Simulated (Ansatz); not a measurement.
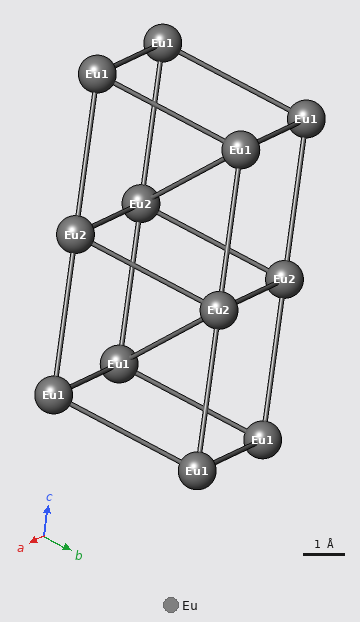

*The input geometry (ball-and-stick view of the cell of the calculation, seen slightly off an axis; atoms are numbered from 1 in the order of the input).*

**Eu: single-point calculation**

- system: Eu (Im-3m, 2 atoms in the cell)
- method: DFT, r2SCAN, plane waves, PAW, spin-polarised (Ansatz 0.2.0)

The structure derives from an entry of the Crystallography Open Database. Figures and captions count atoms from 1; the log counts them from 0 in places.

### Input
```yaml
crystal:
  lattice:
    - [-2.30956565, 2.30956565, 2.30956565]
    - [2.30956565, -2.30956565, 2.30956565]
    - [4.6191313, 4.6191313, -4.6191313]
  atoms:
    - { symbol: Eu, position: [0.0, 0.0, 0.0], spin: 7.3 }
    - { symbol: Eu, position: [0.0, 0.0, 0.5], spin: 7.3 }
kpoints:
  mp_grid: { grid: [6, 6, 3], shift: [0, 0, 0] }
magnetization:
  spin_polarized: true
scf:
  occupations: { method: fermi_dirac }
  convergence: { dr2_threshold: 1.0e-05 }
hamiltonian:
  pseudopotentials: { kind: paw }
  xc: r2scan
basis:
  ecutwfc: 500
output:
  forces: true
  stress: true
  eigenvalues: true
  write_density: true
  write_potential: true
  elf: true
  volumetric_format: npy
accuracy: high
```

Run on 1 thread of an x86-64 CPU, shared host.

Command:
```bash
ansatz run input.yaml --threads 1 --pin off --max-ram 2560MiB --backend cpu --events-out ev --progress --plain --runs-dir out
```

### Output
```
Warning: where an SCF of this run starts from atoms to list the orders of its open shells, Eu (sites 0, 1, from 0) starts with 6.32 μB on its 4f shell and 0.68 μB on its 5d shell, in the place of the 7.30 μB that the deck gives it: its open shells can hold no more by Hund's first rule. To start from spheres of the given moment, type scf.initial_density.shell_occupations: []
Warning: scf.convergence.dr2_threshold = 1e-5 eV is looser than this run's default, which is 1e-7 eV or tighter. The error in the forces grows as the threshold's square root, so leave the key out unless less accurate forces are enough
Warning: output.stress: scf.convergence.dr2_threshold = 1e-5 eV is looser than the 2e-10 eV advised for a printed stress (1e-10 eV for each atom of the cell: 2). What an SCF threshold leaves in a stress goes as its square root, and in the free energy as the threshold itself, and one threshold admits the most on a small cell: of the crystals measured, under no hybrid functional and no lock of the moments, on runs that ended without the residual-converged pass, on stresses that held no estimate of that error, the worst erred by over 100 MPa in a component at 1e-7 eV an atom and by under 5 at 1e-10. Set scf.convergence.dr2_threshold to 2e-10 eV or tighter. The threshold is an SCF's pass mark: one that does not reach it within its budget of iterations ends unconverged, or closes short of it on a stop that the run arms, and scf.convergence.dr2_threshold's page says what that costs each kind of run
Engine: ansatz 0.2.0, x86_64-unknown-linux-gnu
Pseudopotentials: kind: paw
Pseudopotential: Eu, paw, valence charge 17, recommended cutoff 500 eV (meta_gga), Eu.paw.azcp
Functional definition: r2SCAN
  parameter k0 = 0.174
  parameter k1 = 0.065
  parameter a1 = 4.9479
  exchange = r2scan_x(k0 = k0, k1 = k1, a1 = a1)
  correlation = r2scan_c
Crystal: 2 atoms, lattice volume = 98.556 Å³
Basis set: ecut = 500 eV, 2501 PW (Γ), exchange–correlation on 180×180×360 points (125 copies of the dense FFT grid, shifted against one another)
Bands: 30, of which v1, the nominal top of the filled ones, is band 17 counted from 1 (16 counted from 0)
Symmetry: 16 space group operations
Space group: Im-3m (ITA 229), of the structure as read, at distance tolerance 4.6e-5 Å
Magnetic group: BNS 229.140 (UNI 1642), of the structure as read, at distance tolerance 4.6e-5 Å
k-points: 26 of 108
Non-local potential: Eu, projectors of the file, l = 0: 3, l = 1: 2, l = 2: 2, l = 3: 3
PAW form: soft (Blöchl's): semilocal exchange-correlation on the pseudo side does not see the compensation charge
PAW frozen core: Eu, regenerated for the run's functional (the file was generated under x = pbe(κ = 0.804, μ = 0.2195149727645171), c = pbe(β = 0.06672455060314922))
PAW one-centre angular grid: Eu, 2702 points (default); XC on 160 Gauss nodes
Initial density: superposition of atomic densities (chi_scale 0.1, normalization cell)
Starting moments: Σ|m| = 14.6 μB on 2 of 2 sites
Initial wavefunctions: pseudopotential atomic-orbital guess
Functional: x = r2scan, c = r2scan; τ floored in thin density (d = 2e-4 eV/Å³)
iter 1 solved again at ethr=2.98e-3 eV; its pass at ethr=3.10e-3 eV (dr2=1.01e0 eV) is discarded
SCF iter   1: F=—  HF=-17557.998768 eV  |F-HF|=—  |Δ(HF+E_count)|=         —  Δρ=5.24e-2 (↑5.24e-2 ↓1.98e-2)  dr2=1.01e0  dr2_τ=4.39e-3  dr2_m=1.13e0  M=14.692 μB ∫|m|=14.692 μB  β_m=1.00  ethr=2.98e-3  ⟨swp⟩=2.6  Hψ=8074  notcnv=0
Mixer restart at iter 1: flushing history
preconditioner: auto → Kerker (q_TF=auto, 2.285 Å⁻¹)  [metal: Δε(μ)=0.032 eV  Ē_g=4.494 eV  σ=0.100 eV  W_gap=0.08  n_scr=22 (ndim 8)  ℏωp=15.9 eV  f_vac=0.000  D(μ)=8.16/eV (n_scr^D=102)]
spin=Collinear: Kerker preconditioning applied to the charge; magnetization (m = ρ↑ − ρ↓) channel mixes plain (no charge-response kernel on spin).
SCF iter   2: F=—  HF=-17558.672916 eV  |F-HF|=—  |Δ(HF+E_count)|=   6.74e-1  Δρ=1.02e-2 (↑1.02e-2 ↓9.78e-3)  dr2=2.93e-1  dr2_τ=1.92e-2  dr2_m=6.04e-3  M=14.953 μB ∫|m|=14.953 μB  β_m=1.00  ethr=2.96e-3  ⟨swp⟩=3.3  Hψ=3860  notcnv=0  defer=51  κ⁻¹=1.0e0(r=1)
SCF iter   3: F=—  HF=-17559.212622 eV  |F-HF|=—  |Δ(HF+E_count)|=   5.40e-1  Δρ=7.27e-3 (↑7.27e-3 ↓6.74e-3)  dr2=1.52e-1  dr2_τ=2.30e-3  dr2_m=1.27e-3  M=15.200 μB ∫|m|=15.200 μB  β_m=1.00  ethr=8.61e-4  ⟨swp⟩=3.4  Hψ=3630  notcnv=0  defer=45  κ⁻¹=2.8e-2(r=2)
SCF iter   4: F=—  HF=-17559.883916 eV  |F-HF|=—  |Δ(HF+E_count)|=   6.71e-1  Δρ=6.67e-3 (↑6.67e-3 ↓2.84e-3)  dr2=8.39e-2  dr2_τ=5.27e-4  dr2_m=4.71e-3  M=15.576 μB ∫|m|=15.576 μB  β_m=1.00  ethr=4.49e-4  ⟨swp⟩=4.1  Hψ=3954  notcnv=0  defer=48  κ⁻¹=5.0e-3(r=3)
SCF iter   5: F=—  HF=-17560.156867 eV  |F-HF|=—  |Δ(HF+E_count)|=   2.73e-1  Δρ=5.74e-3 (↑5.74e-3 ↓2.28e-3)  dr2=7.35e-2  dr2_τ=2.68e-4  dr2_m=4.48e-3  M=15.754 μB ∫|m|=15.754 μB  β_m=1.00  ethr=2.47e-4  ⟨swp⟩=3.6  Hψ=3700  notcnv=0  defer=50  κ⁻¹=3.5e-4(r=4)
SCF iter   6: F=—  HF=-17560.077354 eV  |F-HF|=—  |Δ(HF+E_count)|=   7.95e-2  Δρ=6.53e-3 (↑6.53e-3 ↓2.45e-3)  dr2=8.34e-2  dr2_τ=2.82e-4  dr2_m=6.73e-3  M=15.762 μB ∫|m|=15.762 μB  β_m=1.00  ethr=2.16e-4  ⟨swp⟩=1.8  Hψ=2266  notcnv=0  defer=51  κ⁻¹=9.3e-5(r=5)
SCF iter   7: F=—  HF=-17560.338215 eV  |F-HF|=—  |Δ(HF+E_count)|=   2.61e-1  Δρ=8.24e-4 (↑8.24e-4 ↓5.72e-4)  dr2=1.45e-3  dr2_τ=6.47e-5  dr2_m=1.81e-4  M=15.378 μB ∫|m|=15.378 μB  β_m=1.00  ethr=2.16e-4  ⟨swp⟩=4.2  Hψ=4761  notcnv=0  defer=65  κ⁻¹=2.3e-5(r=6)
SCF iter   8: F=—  HF=-17560.339785 eV  |F-HF|=—  |Δ(HF+E_count)|=   1.57e-3  Δρ=6.08e-4 (↑6.08e-4 ↓4.86e-4)  dr2=2.28e-4  dr2_τ=1.08e-5  dr2_m=1.29e-4  M=15.337 μB ∫|m|=15.337 μB  β_m=1.00  ethr=4.27e-6  ⟨swp⟩=2.2  Hψ=3116  notcnv=0  defer=73  κ⁻¹=2.2e-5(r=7)
SCF iter   9: F=—  HF=-17560.342486 eV  |F-HF|=—  |Δ(HF+E_count)|=   2.70e-3  Δρ=5.25e-4 (↑5.25e-4 ↓2.99e-4)  dr2=2.18e-4  dr2_τ=4.58e-6  dr2_m=5.50e-5  M=15.374 μB ∫|m|=15.374 μB  β_m=1.00  ethr=6.71e-7  ⟨swp⟩=2.1  Hψ=2554  notcnv=0  defer=73  κ⁻¹=9.3e-6(r=8)
SCF iter  10: F=—  HF=-17560.343435 eV  |F-HF|=—  |Δ(HF+E_count)|=   9.50e-4  Δρ=1.55e-4 (↑1.55e-4 ↓1.07e-4)  dr2=2.86e-5  dr2_τ=8.90e-7  dr2_m=5.40e-6  M=15.432 μB ∫|m|=15.432 μB  β_m=1.00  ethr=6.40e-7  ⟨swp⟩=2.4  Hψ=3050  notcnv=0  defer=73  κ⁻¹=1.3e-4(r=8)
SCF iter  11: F=—  HF=-17560.344177 eV  |F-HF|=—  |Δ(HF+E_count)|=   7.41e-4  Δρ=1.28e-4 (↑1.28e-4 ↓4.14e-5)  dr2=1.55e-5  dr2_τ=6.86e-8  dr2_m=4.49e-6  M=15.447 μB ∫|m|=15.447 μB  β_m=1.00  ethr=8.40e-8  ⟨swp⟩=2.8  Hψ=3480  notcnv=0  defer=74  κ⁻¹=4.3e-5(r=8)
SCF iter  12: F=—  HF=-17560.344176 eV  |F-HF|=—  |Δ(HF+E_count)|=   6.87e-7  Δρ=3.59e-5 (↑3.59e-5 ↓2.98e-5)  dr2=1.27e-6  dr2_τ=3.30e-8  dr2_m=5.37e-7  M=15.445 μB ∫|m|=15.445 μB  β_m=1.00  ethr=4.57e-8  ⟨swp⟩=2.0  Hψ=2303  notcnv=0  defer=74  κ⁻¹=3.4e-6(r=8)
SCF iter  13: F=—  HF=-17560.344185 eV  |F-HF|=—  |Δ(HF+E_count)|=   9.17e-6  Δρ=2.68e-5 (↑2.68e-5 ↓1.27e-5)  dr2=6.52e-7  dr2_τ=9.34e-9  dr2_m=6.84e-8  M=15.437 μB ∫|m|=15.437 μB  β_m=1.00  ethr=3.73e-9  ⟨swp⟩=2.8  Hψ=2704  notcnv=0  defer=75  κ⁻¹=5.6e-7(r=8)
SCF iter  14: F=—  HF=-17560.344189 eV  |F-HF|=—  |Δ(HF+E_count)|=   4.16e-6  Δρ=1.13e-4 (↑1.13e-4 ↓1.14e-5)  dr2=1.11e-5  dr2_τ=5.27e-9  dr2_m=2.73e-6  M=15.436 μB ∫|m|=15.436 μB  β_m=1.00  ethr=1.92e-9  ⟨swp⟩=2.0  Hψ=2516  notcnv=0  defer=76  κ⁻¹=1.8e-7(r=8)
SCF iter  15: F=-17560.344188 eV  HF=-17560.344189 eV  |F-HF|=4.01e-7  |Δ(HF+E_count)|=   7.82e-7  Δρ=2.18e-5 (↑2.18e-5 ↓3.20e-6)  dr2=4.34e-7  dr2_τ=3.13e-10  dr2_m=1.13e-7  M=15.437 μB ∫|m|=15.437 μB  ethr=1.92e-9  ⟨swp⟩=11.2  Hψ=12114  notcnv=0
SCF 1 converged in 15 iterations: F = -17560.344188 eV  dr2 = 4.34e-7
  greatest PAW one-centre occupation: 0.998 electrons in one spin orbital (limit 2), on the Eu atom at site 1 (counted from 0), in its partial waves of l = 0
```

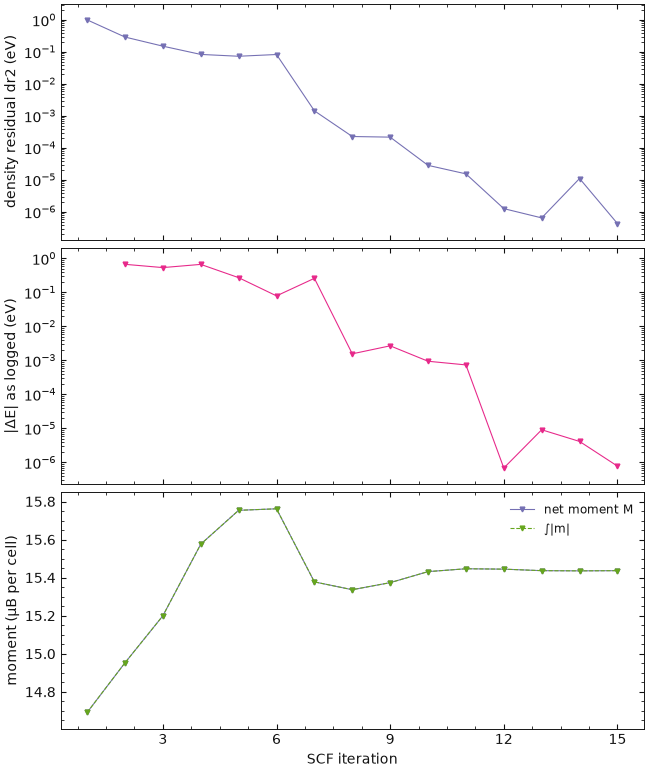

*Convergence of the self-consistent field: density residual dr2, size of the energy change and magnetic moment against the SCF iteration.*

The residual comes down, with one marked jump up, by a factor of about 15, at step 14. The net moment goes from 14.7 to 15.4 μB per cell.

```
this state was not tested for a lower state beside it, because the mixer in use, unlike msr1, does not test its closes by its own steps (another_mixer; see scf.mixing.algorithm and scf.lower_state_search)
SCF converged after 15 iterations
Magnetization: 15.4373 μB (24.7187 up, 9.2813 down)
Absolute magnetization: 15.4373 μB (∫|ρ↑−ρ↓|, with the PAW one-centre terms)
Spin contamination: 0.0154 ħ² per cell (⟨S²⟩ above its minimum at these occupations)
Per-site moments (μB) at R_I (Å): [(7.263217937347057, 1.6501175828015338), (7.263217937347057, 1.6501175828015338)]
Free energy (F): -17560.344188 eV
Harris-Foulkes:  -17560.344189 eV  (|F-HF|=4.01e-7)
Internal energy: -17560.217023 eV  (E = F + TS)
E sigma→0 (E₀):  -17560.280605 eV
Entropy (-TS):   -0.127166 eV (-63.583 meV/atom)
Fermi energy:    7.503174 eV
--- Per-component energies (eV) ---
  E_band       = -162.792318
  E_kinetic    = 694.022785
  E_local      = -4604.170306  (includes V_loc(G=0)·N_el)
  E_nonlocal   = 954.782107
  E_hartree    = 1829.371280
  E_xc         = -336.178721
  E_vxc        = -443.367056  (∫ρ·V_xc dr)
  E_paw        = -12819.923998  (= ΣΔE_a)
  E_vpaw       = -449.147444  (= ΣTr[D̂ρ^β])
  E_aug_tail   = 0.000000  (compensation charges beyond the density's cutoff)
  E_vtau       = 26.289269  (kinetic-family band-sum trace: ∫τ·v_τ [+ j·A + Jᵃ·Aᵃ] dr)
  E_ewald      = -3278.681656
  E_core_change = 0.561487  (= ΣΔE_core)
  E_smearing   = -0.127166  (= −TS)
  E_closure    = 0.000000  (closes the sum)
  Σ components = -17560.344188   (vs F -17560.344188, Δ=0.00e0)
--- Forces (eV/Å), atoms counted from 1 ---
  atom   1  Eu     0.00000000     0.00000000     0.00000000
  atom   2  Eu     0.00000000     0.00000000    -0.00000000
  max |Σ_I F_I| component: 2.58e-29 eV/Å
--- Stress (GPa, compression-positive) ---
       -1.296787       0.000008       0.000000
        0.000008      -1.296787       0.000000
        0.000000       0.000000      -1.296782
  P = ⅓ Tr σ = -1.2968 GPa (-12.968 kbar)
--- Band table (eV; the first three rows and the last of 52) ---
  k-point 0 ↑: bands = ["-35.6618", "-35.6439", "-13.9705", "-13.7883", "-13.7026", "-13.7013", "-13.7013", "-13.7013", "2.9684", "5.8281", "6.7996", "6.8160", "6.8320", "6.8389", "6.8389", "6.8389", "6.9150", "6.9218", "6.9218", "6.9218", "6.9330", "6.9385", "6.9481", "6.9491", "7.6645", "8.1714", "9.4998", "9.4998", "9.4998", "10.8036"]
  k-point 1 ↑: bands = ["-35.6573", "-35.6484", "-13.9052", "-13.7707", "-13.7667", "-13.7232", "-13.7023", "-13.7016", "3.5242", "4.8954", "6.8293", "6.8309", "6.8388", "6.8432", "6.8506", "6.8576", "6.8846", "6.9008", "6.9013", "6.9098", "6.9137", "6.9246", "6.9318", "6.9319", "8.0799", "8.4584", "9.1055", "9.1145", "10.0671", "10.5672"]
  k-point 2 ↑: bands = ["-35.6573", "-35.6439", "-13.9364", "-13.8035", "-13.7707", "-13.7232", "-13.7231", "-13.7016", "3.5242", "5.9197", "6.8131", "6.8234", "6.8388", "6.8431", "6.8432", "6.8576", "6.9002", "6.9008", "6.9013", "6.9137", "6.9148", "6.9318", "6.9355", "6.9495", "7.6170", "8.1393", "9.1055", "9.1145", "10.0671", "10.5672"]
  k-point 25 ↓: bands = ["-31.8479", "-31.8381", "-11.2283", "-11.1763", "-11.1167", "-11.0888", "-11.0492", "-10.9629", "7.6335", "8.0811", "8.1081", "8.7032", "9.8269", "10.8120", "10.8263", "11.1953", "12.4558", "12.7922", "12.9907", "13.0435", "13.3161", "13.3406", "13.3920", "13.3993", "13.4078", "13.4260", "13.4273", "13.4654", "13.5302", "13.5535"]
```

### File rho_z.tsv
```
# z_ang	rho[e/angstrom^3]	rho_spin[e/angstrom^3]
# format = ansatz-planar-average/11
# lattice	-2.309565650	2.309565650	2.309565650
# lattice	2.309565650	-2.309565650	2.309565650
# lattice	4.619131300	4.619131300	-4.619131300
# sites	2
# site	63	0.000000000	0.000000000	0.000000000
# site	63	2.309565650	2.309565650	-2.309565650
0.000000	9.897308e-1	6.259703e-1
0.111119	9.635802e-1	5.962711e-1
0.222238	8.905041e-1	5.158693e-1
0.333357	7.843781e-1	4.067657e-1
0.444476	6.623133e-1	2.945677e-1
0.555595	5.395279e-1	1.988883e-1
0.666714	4.266346e-1	1.285902e-1
0.777833	3.294776e-1	8.285186e-2
0.888952	2.502567e-1	5.562331e-2
1.000071	1.887457e-1	4.010289e-2
1.111190	1.431750e-1	3.120547e-2
1.222309	1.108848e-1	2.594960e-2
1.333428	8.890388e-2	2.279907e-2
1.444547	7.444232e-2	2.093893e-2
1.555666	6.520327e-2	1.986960e-2
1.666785	5.947896e-2	1.926103e-2
1.777904	5.610009e-2	1.891165e-2
1.889023	5.433361e-2	1.872264e-2
2.000143	5.378573e-2	1.866135e-2
2.111262	5.433361e-2	1.872264e-2
2.222381	5.610009e-2	1.891165e-2
2.333500	5.947896e-2	1.926103e-2
2.444619	6.520327e-2	1.986960e-2
2.555738	7.444232e-2	2.093893e-2
2.666857	8.890388e-2	2.279907e-2
2.777976	1.108848e-1	2.594960e-2
2.889095	1.431750e-1	3.120547e-2
3.000214	1.887457e-1	4.010289e-2
3.111333	2.502567e-1	5.562331e-2
3.222452	3.294776e-1	8.285186e-2
3.333571	4.266346e-1	1.285902e-1
3.444690	5.395279e-1	1.988883e-1
3.555809	6.623133e-1	2.945677e-1
3.666928	7.843781e-1	4.067657e-1
3.778047	8.905041e-1	5.158693e-1
3.889166	9.635802e-1	5.962711e-1
4.000285	9.897308e-1	6.259703e-1
4.111404	9.635802e-1	5.962711e-1
4.222523	8.905041e-1	5.158693e-1
4.333642	7.843781e-1	4.067657e-1
4.444761	6.623133e-1	2.945677e-1
4.555880	5.395279e-1	1.988883e-1
4.666999	4.266346e-1	1.285902e-1
4.778118	3.294776e-1	8.285186e-2
4.889237	2.502567e-1	5.562331e-2
5.000356	1.887457e-1	4.010289e-2
5.111475	1.431750e-1	3.120547e-2
5.222594	1.108848e-1	2.594960e-2
5.333713	8.890388e-2	2.279907e-2
5.444832	7.444232e-2	2.093893e-2
5.555951	6.520327e-2	1.986960e-2
5.667070	5.947896e-2	1.926103e-2
5.778190	5.610009e-2	1.891165e-2
5.889309	5.433361e-2	1.872264e-2
6.000428	5.378573e-2	1.866135e-2
6.111547	5.433361e-2	1.872264e-2
6.222666	5.610009e-2	1.891165e-2
6.333785	5.947896e-2	1.926103e-2
6.444904	6.520327e-2	1.986960e-2
6.556023	7.444232e-2	2.093893e-2
6.667142	8.890388e-2	2.279907e-2
6.778261	1.108848e-1	2.594960e-2
6.889380	1.431750e-1	3.120547e-2
7.000499	1.887457e-1	4.010289e-2
7.111618	2.502567e-1	5.562331e-2
7.222737	3.294776e-1	8.285186e-2
7.333856	4.266346e-1	1.285902e-1
7.444975	5.395279e-1	1.988883e-1
7.556094	6.623133e-1	2.945677e-1
7.667213	7.843781e-1	4.067657e-1
7.778332	8.905041e-1	5.158693e-1
7.889451	9.635802e-1	5.962711e-1
```

### Key numbers

| quantity | value |
| --- | --- |
| outcome | converged |
| space group (tolerance 0.01 Å) | Im-3m (229) |
| electrons treated | 34 |
| free energy | −17560.3442 eV |
| Fermi energy | 7.503 eV |
| net moment of the cell | 15.44 μB |
| integrated absolute moment | 15.44 μB |
| pressure | −1.30 GPa |
| largest force (length of the vector) | under 0.001 eV/Å |
| wall time | 24 s |
| peak memory | 1.3 GiB |

### Notes

Settings chosen away from the usual ones: scf.convergence.dr2_threshold set to 1e-05; accuracy set to high. These settings are looser than, or depart from, a standard set-up, so the numbers are not reference values for this system. Warnings of the run: the SCF threshold is loose for the printed forces; the state was not tested for a lower one; the SCF threshold is looser than advised for the printed stress.
